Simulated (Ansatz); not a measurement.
Geometry relaxation, with input and output: Ta$_{3}$HN$_{3}$ (part 2 of 2)

The same run, continued: Ta$_{3}$HN$_{3}$ (slab, 7 atoms in the cell); DFT r2SCAN, scalar-relativistic, plane waves, PAW, no spin polarisation (Ansatz 0.2.0); cutoff 500 eV, 12×12×1 k-mesh, Gaussian smearing of 0.1 eV. The structure derives from an entry of the Crystallography Open Database. The input holds or restrains some coordinates. Forces given for the steps count only the free coordinates. It belongs to a series of runs on one base structure; here: H put at a hollow N-N-N site.

Geometry of the input (Å; fractional positions):
```
2.9362  0.0000  0.0000
-1.4681  2.5428  0.0000
0.0000  0.0000  26.2115
Ta 0.3333  0.6667  0.3243
N  0.0000  0.0000  0.3793
Ta 0.3333  0.6667  0.4343
N  0.0000  0.0000  0.4874
Ta 0.3333  0.6667  0.5477
N  0.0000  0.0000  0.5871
H  0.6667  0.3333  0.5894
```

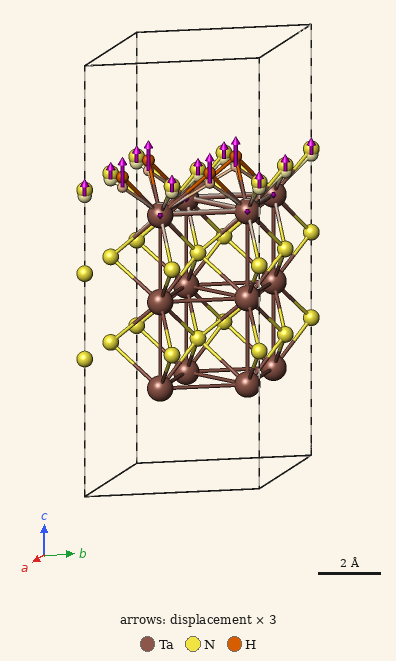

Fig. 1: Start (faint) and end (solid) with the displacements as pink arrows, magnified 3 times (ball-and-stick view of the 2 × 2 repeat of the cell, with the vacuum cut short, seen slightly off an axis). After 10 geometry steps the energy has fallen by 81.4 meV per atom. The largest force component goes from 4.4 to 0.012 eV/Å. H7 moves most: 0.34 Å. Largest moves by element: H 0.34 Å, N 0.20 Å, Ta 0.07 Å. The lattice vectors keep their values. Among the contacts that change: Ta5–H7 2.017 → 2.267 Å, Ta5–N6 1.985 → 2.136 Å, Ta3–Ta5 2.971 → 2.901 Å, N4–Ta5 2.317 → 2.256 Å. Among the angles that change: Ta5–H7–Ta5 93.4° → 80.7°, Ta5–N6–Ta5 95.4° → 86.8°, Ta5–N4–Ta5 78.6° → 81.2°. (Atoms are counted from 1 in the order of the input.)

```
WARN: The output density's exchange-correlation potential varies sharply where the density is thin. Do not read a vacuum level from v_tot or v_xc, or from such a field of the output density. On a cell that repeats whose density bears no net charge and no dipole along the vacuum's axis use v_es (v_loc + v_h of the components); under efield.dipole_correction with no amplitude use v_es + v_field, which holds any external_charges[].barrier, or the levels of the report's work_function block, which leave it out; under a non-zero efield.amplitude the vacuum is tilted and has no level; on a cell that repeats and bears such a dipole with no correction it is tilted too, and efield.dipole_correction with no amplitude gives each side of its ramp a level where efield: is served; in a cell that repeats whose density bears a net charge (total_charge, or a fill off its count) it is curved and has none; of a slab under crystal.periodic whose density bears no net charge use v_es, which has a level on each side, short of where the two are joined; of another it falls or rises all the way out and has none; of a slab beside external_charges read slab_vacuum_level instead, which it has where they leave it neutral. The grid or the basis barely resolves most such structure, and the values can differ between equally converged runs; as a rule a tighter scf.convergence.dr2_threshold does not remove it. Where the density itself ripples (under the LDA too) a higher basis.ecutwfc lessens it. The files hold the spikes' plane waves up to the density's cutoff. Files: v_tot_of_output_density and the like, and their columns of v_z.tsv (output.write_potential); v_xc_of_output_density and the like, and their columns of v_comp_z.tsv (output.write_potential_components). Measured: with its Gaussian average of σ = 0.25 Å subtracted twice, the exchange-correlation potential is over 0.1 eV at 7390 of the grid points where the equally averaged density (valence and model cores) is under 1e-3 e/Å³, and 0.581 eV at the most among them, at an averaged density of 3.0e-9 e/Å³. The input density's (outcome.potential() and, of a run that writes arrays, v_tot and v_xc) is over 0.1 eV, so measured, at 393 points of its own thin density, 0.280 eV at the most. See output.write_potential in the manual, Limitations
SCF converged after 2 iterations
Free energy (F): -31005.960213 eV
Harris-Foulkes:  -31005.960213 eV  (|F-HF|=1.17e-8)
Internal energy: -31005.940436 eV  (E = F + TS)
E sigma→0 (E₀):  -31005.950325 eV
Entropy (-TS):   -0.019777 eV (-2.825 meV/atom)
Fermi energy:    2.904310 eV
Dipole field:    D = -0.035280 V/Å  (p = -0.038154 e·Å, saw-weighted, corrected)
Work function:   Φ+ = 6.0729 eV   Φ− = 5.1482 eV
Levels:          The Fermi level and band energies are counted from a zero that moves with the ramp; work functions are not
--- Per-component energies (eV) ---
  E_band       = -1101.442240
  E_kinetic    = 1507.546092
  E_local      = -73698.746456  (includes V_loc(G=0)·N_el)
  E_nonlocal   = 179.806587
  E_hartree    = 36107.525024
  E_xc         = -801.824279
  E_vxc        = -932.950715  (∫ρ·V_xc dr)
  E_paw        = -25655.694828  (= ΣΔE_a)
  E_vpaw       = -420.586950  (= ΣTr[D̂ρ^β])
  E_aug_tail   = 0.000041  (compensation charges beyond the density's cutoff)
  E_vtau       = 48.694972  (kinetic-family band-sum trace: ∫τ·v_τ [+ j·A + Jᵃ·Aᵃ] dr)
  E_efield     = 0.000673  (sawtooth field / dipole correction)
  E_vefield    = -0.244532  (∫n·V_field dr)
  E_ewald      = 31357.804245
  E_core_change = -2.357535  (= ΣΔE_core)
  E_smearing   = -0.019777  (= −TS)
  E_closure    = -0.000000  (closes the sum)
  Σ components = -31005.960213   (vs F -31005.960213, Δ=0.00e0)
--- Forces (eV/Å), atoms counted from 1 ---
  atom   1  Ta    -0.00000000     0.00000000    -0.10994315
  atom   2  N      0.00000000     0.00000000     0.32339840
  atom   3  Ta     0.00000000     0.00000000    -0.21935589
  atom   4  N      0.00000000     0.00000000     0.00274568
  atom   5  Ta     0.00000000     0.00000000    -0.00656369
  atom   6  N      0.00000000     0.00000000     0.01154925
  atom   7  H     -0.00000000     0.00000000    -0.00182059
  max |Σ_I F_I| component: 1.00e-5 eV/Å
--- Band table (eV; the first three rows and the last of 19) ---
  k-point 0: bands = ["-67.0869", "-66.9131", "-66.8459", "-33.4779", "-33.0502", "-32.7879", "-32.5027", "-32.5027", "-32.3398", "-32.3398", "-32.1252", "-32.1252", "-15.0798", "-14.1198", "-12.9608", "-5.5520", "-3.6656", "-1.7356", "-1.2685", "-1.2685", "-0.7969", "-0.7969", "0.0419", "0.0419", "1.0654", "1.9111", "3.1420", "3.6782", "3.6782", "4.3197", "4.5617", "4.5617", "5.4379", "6.2978", "6.2978"]
  k-point 1: bands = ["-67.0815", "-66.9075", "-66.8406", "-33.4610", "-33.0368", "-32.7777", "-32.5775", "-32.5188", "-32.4157", "-32.3559", "-32.1943", "-32.1404", "-14.9455", "-14.0321", "-12.9562", "-5.3617", "-3.5286", "-1.7528", "-1.6318", "-1.1890", "-1.0627", "-0.8451", "-0.4560", "-0.0150", "1.0606", "1.8735", "3.0607", "3.4208", "3.8795", "4.3314", "4.6199", "4.8631", "5.7275", "6.2607", "6.2669"]
  k-point 2: bands = ["-67.0665", "-66.8924", "-66.8262", "-33.4147", "-33.0012", "-32.7791", "-32.7490", "-32.6169", "-32.5624", "-32.3998", "-32.3796", "-32.1819", "-14.5811", "-13.8024", "-12.9358", "-4.8793", "-3.2851", "-2.6518", "-2.2035", "-1.2758", "-1.0970", "-0.9779", "-0.9012", "-0.0755", "0.8562", "1.5045", "2.7484", "3.1802", "4.2715", "4.4869", "4.9313", "5.2814", "6.1735", "6.2447", "6.5300"]
  k-point 18: bands = ["-66.9945", "-66.8194", "-66.7568", "-33.2781", "-33.1914", "-33.1866", "-33.1195", "-33.0366", "-32.8251", "-32.8134", "-32.7871", "-32.6053", "-13.2605", "-12.9291", "-11.8764", "-5.6276", "-4.4569", "-3.7926", "-3.2415", "-3.1885", "-2.4960", "-2.1892", "-0.5834", "0.2966", "2.4313", "2.6718", "2.6809", "2.9585", "4.9591", "5.3018", "6.3211", "7.0082", "7.2147", "7.6661", "8.0373"]
--- Relaxed structure (11 steps of the walk, 11 accepted, 0 SCFs on fresh bases) ---
  F+E_penalty+E_count = -31005.96021321 eV   max|allowed force component| = 1.151e-2 eV/Å
  atoms:
    - { symbol: Ta, position: [0.3333333333333334, 0.6666666666666667, 0.32428456820000007] }
    - { symbol: N, position: [3.172065784597145e-17, 2.832201593401848e-17, 0.37931029060000004] }
    - { symbol: Ta, position: [0.3333333333333334, 0.6666666666666667, 0.43433601310000003] }
    - { symbol: N, position: [3.260264287707372e-17, 2.8322015934018484e-17, 0.48820398283211214] }
    - { symbol: Ta, position: [0.3333333333333334, 0.6666666666666667, 0.545017077964841] }
    - { symbol: N, position: [4.027784491418532e-17, 2.8322015934018496e-17, 0.594579279734969] }
    - { symbol: H, position: [0.6666666666666667, 0.33333333333333337, 0.6024345259918759] }
```

Trajectory as extended XYZ (Å, eV, eV/Å), 11 frames, from step=1 to step=11
```
7
Lattice="2.9362 0.0000 0.0000 -1.4681 2.5428 0.0000 0.0000 0.0000 26.2115" Properties=species:S:1:pos:R:3:forces:R:3 step=1 energy=-31005.39032
Ta    0.0000    1.6952    8.5000    0.0000   0.0000  -0.0553
N     0.0000    0.0000    9.9423    0.0000   0.0000   0.2358
Ta    0.0000    1.6952   11.3846    0.0000   0.0000   0.0743
N     0.0000    0.0000   12.7764    0.0000   0.0000  -0.0523
Ta    0.0000    1.6952   14.3556    0.0000   0.0000  -4.2444
N     0.0000    0.0000   15.3889    0.0000   0.0000   4.4261
H     1.4681    0.8476   15.4489    0.0000   0.0000  -0.3830
7
Lattice="2.9362 0.0000 0.0000 -1.4681 2.5428 0.0000 0.0000 0.0000 26.2115" Properties=species:S:1:pos:R:3:forces:R:3 step=2 energy=-31005.86346
Ta    0.0000    1.6952    8.5000    0.0000   0.0000  -0.0870
N     0.0000    0.0000    9.9423    0.0000   0.0000   0.2643
Ta    0.0000    1.6952   11.3846    0.0000   0.0000  -0.5091
N     0.0000    0.0000   12.7586    0.0000   0.0000   0.4575
Ta    0.0000    1.6952   14.3055    0.0000   0.0000  -1.0565
N     0.0000    0.0000   15.5170    0.0000   0.0000   0.9874
H     1.4681    0.8476   15.3746    0.0000   0.0000  -0.0563
7
Lattice="2.9362 0.0000 0.0000 -1.4681 2.5428 0.0000 0.0000 0.0000 26.2115" Properties=species:S:1:pos:R:3:forces:R:3 step=3 energy=-31005.89713
Ta    0.0000    1.6952    8.5000    0.0000   0.0000  -0.1016
N     0.0000    0.0000    9.9423    0.0000   0.0000   0.3182
Ta    0.0000    1.6952   11.3846    0.0000   0.0000  -0.0458
N     0.0000    0.0000   12.7946    0.0000   0.0000  -0.0225
Ta    0.0000    1.6952   14.3152    0.0000   0.0000  -0.0192
N     0.0000    0.0000   15.5912    0.0000   0.0000  -0.1648
H     1.4681    0.8476   15.3886    0.0000   0.0000   0.0354
7
Lattice="2.9362 0.0000 0.0000 -1.4681 2.5428 0.0000 0.0000 0.0000 26.2115" Properties=species:S:1:pos:R:3:forces:R:3 step=4 energy=-31005.89814
Ta    0.0000    1.6952    8.5000    0.0000   0.0000  -0.1033
N     0.0000    0.0000    9.9423    0.0000   0.0000   0.3132
Ta    0.0000    1.6952   11.3846    0.0000   0.0000  -0.3457
N     0.0000    0.0000   12.7841    0.0000   0.0000  -0.0128
Ta    0.0000    1.6952   14.2930    0.0000   0.0000   0.1185
N     0.0000    0.0000   15.5627    0.0000   0.0000  -0.0165
H     1.4681    0.8476   15.3726    0.0000   0.0000   0.0468
7
Lattice="2.9362 0.0000 0.0000 -1.4681 2.5428 0.0000 0.0000 0.0000 26.2115" Properties=species:S:1:pos:R:3:forces:R:3 step=5 energy=-31005.89951
Ta    0.0000    1.6952    8.5000    0.0000   0.0000  -0.1023
N     0.0000    0.0000    9.9423    0.0000   0.0000   0.3123
Ta    0.0000    1.6952   11.3846    0.0000   0.0000  -0.2311
N     0.0000    0.0000   12.7868    0.0000   0.0000   0.0175
Ta    0.0000    1.6952   14.3025    0.0000   0.0000  -0.0643
N     0.0000    0.0000   15.5705    0.0000   0.0000   0.0138
H     1.4681    0.8476   15.3947    0.0000   0.0000   0.0539
7
Lattice="2.9362 0.0000 0.0000 -1.4681 2.5428 0.0000 0.0000 0.0000 26.2115" Properties=species:S:1:pos:R:3:forces:R:3 step=6 energy=-31005.90782
Ta    0.0000    1.6952    8.5000    0.0000   0.0000  -0.1023
N     0.0000    0.0000    9.9423    0.0000   0.0000   0.3091
Ta    0.0000    1.6952   11.3846    0.0000   0.0000  -0.0793
N     0.0000    0.0000   12.7902    0.0000   0.0000   0.1077
Ta    0.0000    1.6952   14.3137    0.0000   0.0000  -0.4175
N     0.0000    0.0000   15.5851    0.0000   0.0000   0.0388
H     1.4681    0.8476   15.4983    0.0000   0.0000   0.1432
7
Lattice="2.9362 0.0000 0.0000 -1.4681 2.5428 0.0000 0.0000 0.0000 26.2115" Properties=species:S:1:pos:R:3:forces:R:3 step=7 energy=-31005.94000
Ta    0.0000    1.6952    8.5000    0.0000   0.0000  -0.0994
N     0.0000    0.0000    9.9423    0.0000   0.0000   0.3026
Ta    0.0000    1.6952   11.3846    0.0000   0.0000   0.0226
N     0.0000    0.0000   12.7922    0.0000   0.0000   0.2398
Ta    0.0000    1.6952   14.3191    0.0000   0.0000  -0.7069
N     0.0000    0.0000   15.5999    0.0000   0.0000   0.0958
H     1.4681    0.8476   15.6940    0.0000   0.0000   0.1467
7
Lattice="2.9362 0.0000 0.0000 -1.4681 2.5428 0.0000 0.0000 0.0000 26.2115" Properties=species:S:1:pos:R:3:forces:R:3 step=8 energy=-31005.94554
Ta    0.0000    1.6952    8.5000    0.0000   0.0000  -0.1027
N     0.0000    0.0000    9.9423    0.0000   0.0000   0.3083
Ta    0.0000    1.6952   11.3846    0.0000   0.0000   0.0327
N     0.0000    0.0000   12.7950    0.0000   0.0000   0.2842
Ta    0.0000    1.6952   14.3152    0.0000   0.0000  -0.5036
N     0.0000    0.0000   15.6108    0.0000   0.0000   0.1684
H     1.4681    0.8476   15.8889    0.0000   0.0000  -0.1867
7
Lattice="2.9362 0.0000 0.0000 -1.4681 2.5428 0.0000 0.0000 0.0000 26.2115" Properties=species:S:1:pos:R:3:forces:R:3 step=9 energy=-31005.95920
Ta    0.0000    1.6952    8.5000    0.0000   0.0000  -0.1125
N     0.0000    0.0000    9.9423    0.0000   0.0000   0.3323
Ta    0.0000    1.6952   11.3846    0.0000   0.0000  -0.2294
N     0.0000    0.0000   12.8006    0.0000   0.0000  -0.1098
Ta    0.0000    1.6952   14.2808    0.0000   0.0000   0.1981
N     0.0000    0.0000   15.5865    0.0000   0.0000  -0.1136
H     1.4681    0.8476   15.7766    0.0000   0.0000   0.0345
7
Lattice="2.9362 0.0000 0.0000 -1.4681 2.5428 0.0000 0.0000 0.0000 26.2115" Properties=species:S:1:pos:R:3:forces:R:3 step=10 energy=-31005.96021
Ta    0.0000    1.6952    8.5000    0.0000   0.0000  -0.1098
N     0.0000    0.0000    9.9423    0.0000   0.0000   0.3239
Ta    0.0000    1.6952   11.3846    0.0000   0.0000  -0.2193
N     0.0000    0.0000   12.7966    0.0000   0.0000   0.0025
Ta    0.0000    1.6952   14.2857    0.0000   0.0000  -0.0062
N     0.0000    0.0000   15.5848    0.0000   0.0000   0.0106
H     1.4681    0.8476   15.7907    0.0000   0.0000  -0.0014
7
Lattice="2.9362 0.0000 0.0000 -1.4681 2.5428 0.0000 0.0000 0.0000 26.2115" Properties=species:S:1:pos:R:3:forces:R:3 step=11 energy=-31005.96021
Ta    0.0000    1.6952    8.5000    0.0000   0.0000  -0.1100
N     0.0000    0.0000    9.9423    0.0000   0.0000   0.3235
Ta    0.0000    1.6952   11.3846    0.0000   0.0000  -0.2193
N     0.0000    0.0000   12.7966    0.0000   0.0000   0.0027
Ta    0.0000    1.6952   14.2857    0.0000   0.0000  -0.0066
N     0.0000    0.0000   15.5848    0.0000   0.0000   0.0115
H     1.4681    0.8476   15.7907    0.0000   0.0000  -0.0018
```

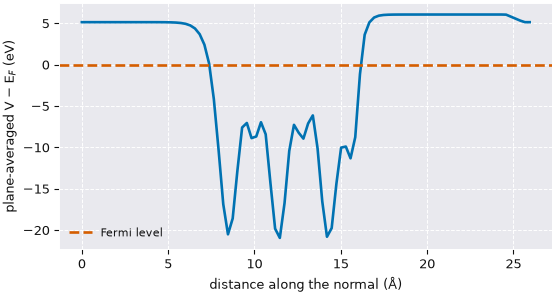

Fig. 2: Plane average of the electrostatic potential energy of an electron across the cell, from the Fermi level. The vacuum level lies 6.07 eV above the Fermi level on the upper side and 5.15 eV on the lower.

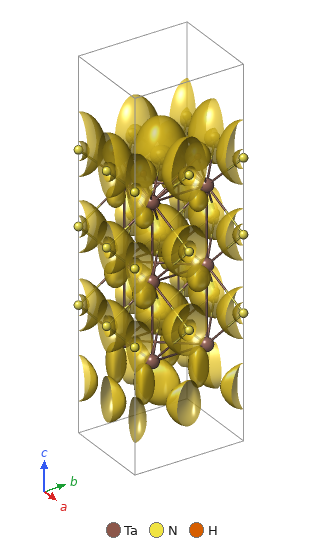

Fig. 3: Isosurface of the electron localisation function at 0.6 (yellow), seen slightly off an axis. Only the valence region is drawn (cores and ρ < 0.01 e/Å³ removed). Sticks mark near contacts. Values along the shortest contacts: Ta–N (2.14 Å): the ELF is about 0.25 at the midpoint (a polar contact without a shared pair, in a metal). Ta–H (2.27 Å): the ELF climbs to about 0.90 towards the hydrogen, as it does in any bond to H. Core electrons are frozen (PAW), so the fields are smoothed inside the atomic spheres.

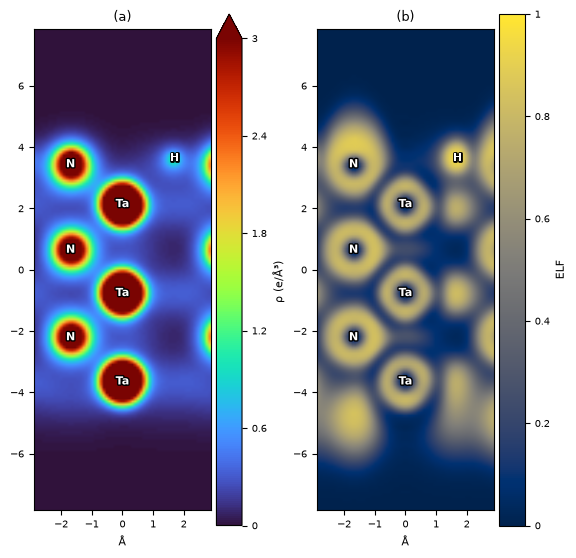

Fig. 4: (a) valence charge density (pseudo); (b) electron localisation function on the (110) plane of the calculation cell, a cut from vacuum to vacuum. Atoms in the plane: Ta, N and H. Ta–N (2.14 Å): the density is about 0.69 e/Å³ at the midpoint; the ELF is about 0.25 at the midpoint (a polar contact without a shared pair, in a metal). Ta–H (2.27 Å): ρ at the midpoint is about 0.31 e/Å³, with its minimum of 0.25 e/Å³ about 1.4 Å from Ta; the ELF climbs to about 0.90 towards the hydrogen. Ta–Ta (2.88 Å): the density is about 0.29 e/Å³ at the midpoint; the ELF is about 0.30 at the midpoint (no shared electron pair). Ta–N (2.21 Å): ρ at the midpoint is about 0.57 e/Å³; the ELF is about 0.20 at the midpoint (a polar contact without a shared pair, in a metal). Ta–N (2.26 Å): the density is about 0.49 e/Å³ at the midpoint; the ELF is about 0.15 at the midpoint (a polar contact without a shared pair, in a metal). The density dies away to nearly zero in the vacuum. The strong features right at Ta lie inside the PAW spheres (semicore, d or f shells) and say nothing about bonding.
